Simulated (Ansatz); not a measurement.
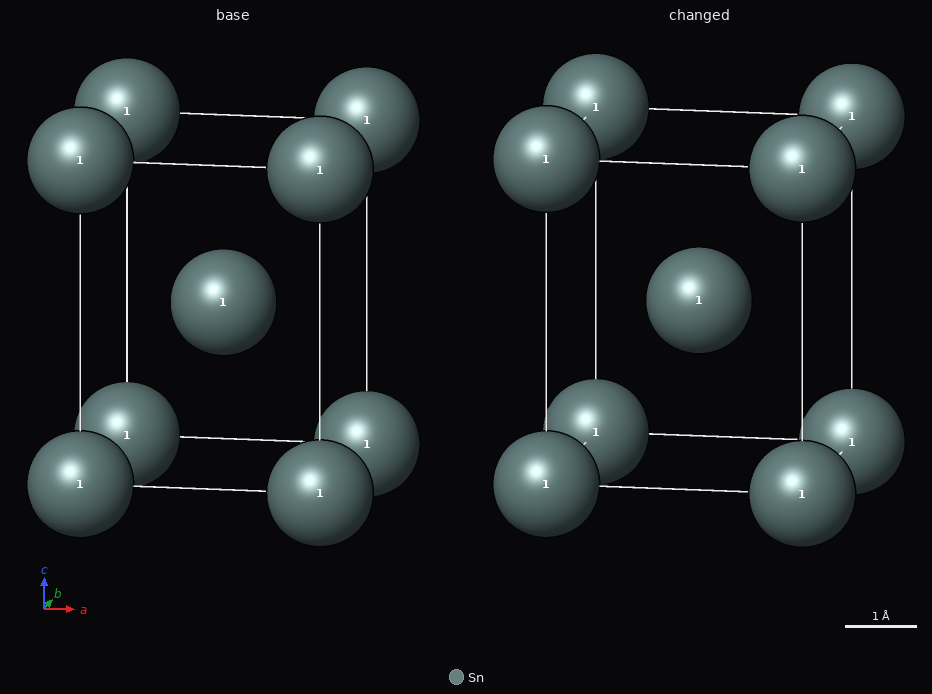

Left: a symmetric starting cell of Sn. Right: the same structure after one change, at the same scale. Style: spheres-only. Shown: the conventional cell (2 times the calculation's cell), slightly off an axis. Lengths and directions refer to the drawn axes.

Level of theory: Ansatz, DFT PBEsol, scalar-relativistic, plane waves, PAW. Set-up: plane-wave cutoff 420 eV; k-point mesh 16 × 16 × 16; occupations gaussian; smearing width 0.1 eV; no spin polarisation.

What distinguishes the right structure from the left one?

The cell is strained by +6.8 % along a, +6.1 % along b, +0.4 % along c (volume +13.8 %), the atoms keeping their fractional coordinates. No relaxation follows. The starting cell wasn't computed here and needn't be at equilibrium, so pressure and forces aren't due to the change alone.

What does the change do?

Near-neighbour distances before and after: Sn–Sn 3.453 → 3.687 Å, Sn–Sn 3.551 → 3.767 Å, Sn–Sn 3.406 → 3.530 Å. The space group stays Immm (No. 71). The pressure is −7.2 GPa (not all of it need come from the change, since the unchanged cell can be under pressure at this level too). The principal stresses (compression positive) are −7.0 GPa along c, −7.1 GPa along a, −7.5 GPa along b. All forces vanish by symmetry.
